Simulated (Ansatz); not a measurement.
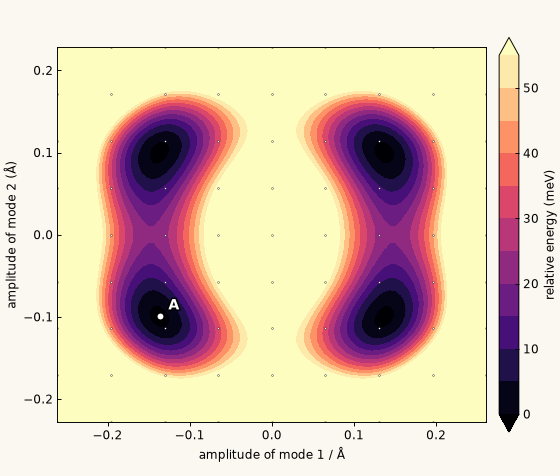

TaN (Fm-3m, No. 225; 4 atoms in the cell). 
- The energy is mapped over two normal modes frozen in (zone-centre modes of the 4-atom cell of this scan, which folds in the wave vector (0, 1/2, 1/2) of the primitive cell).
- Coordinates scanned: (1) amplitude of mode 1 (273i cm⁻¹), largest displacement; (2) amplitude of mode 2 (76i cm⁻¹), largest displacement.
- Nothing is relaxed (the cell and all other modes fixed).
- The scan uses a 9 × 9 grid; 25 points were computed and 56 follow by symmetry.
- Points are written as (first, second).
- All energies are given in meV per cell relative to the lowest grid point.
- Theory: DFT PBEsol, scalar-relativistic, plane waves, PAW in Ansatz. Settings: cutoff 520 eV, k-mesh 14×14×10 in the order of the run's cell vectors, gaussian smearing 0.15 eV, no spin polarisation.

In the figure: filled contours, dots at the grid points, one colour for all values above the top of the scale, the point A. Between grid points the surface is interpolated.

### Find the lowest pass out of the well at A.

The easiest path leads from the well at about (−0.14 Å, −0.10 Å) to a well of about the same depth at about (−0.14 Å, 0.10 Å). Its highest point lies about 22 meV above the bottom of the first well on the interpolated surface, at about (−0.15 Å, 0.00 Å). This is the barrier on the constrained surface; relaxing the other coordinates would change it.

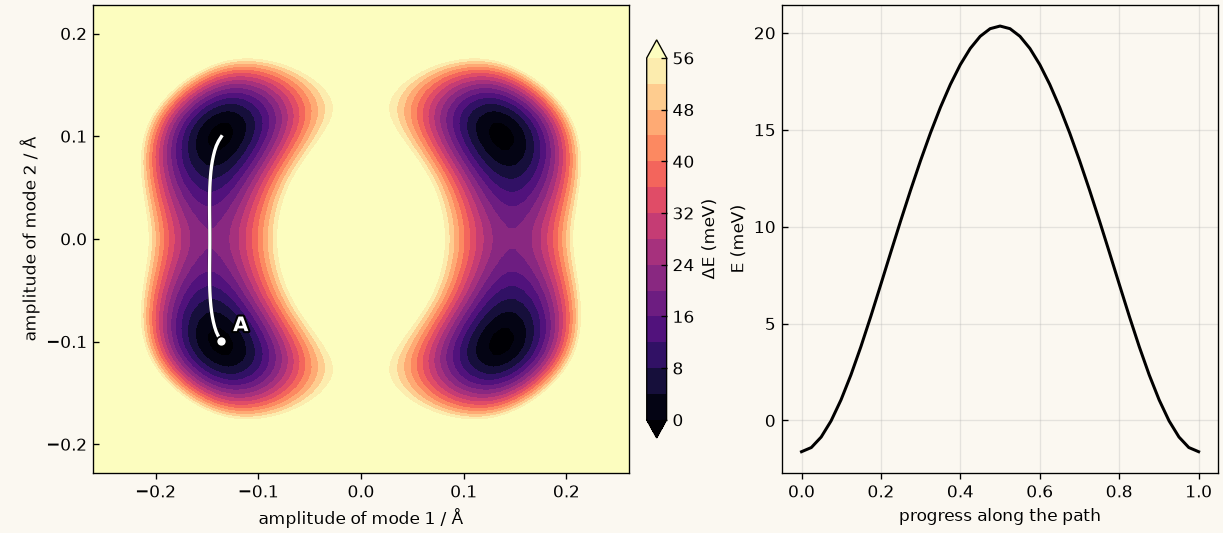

In the figure: filled contours, a line along the lowest path, one colour for all values above the top of the scale, the energy along the path at the right. Between grid points the surface is interpolated.

PAW datasets: the set soft_1.
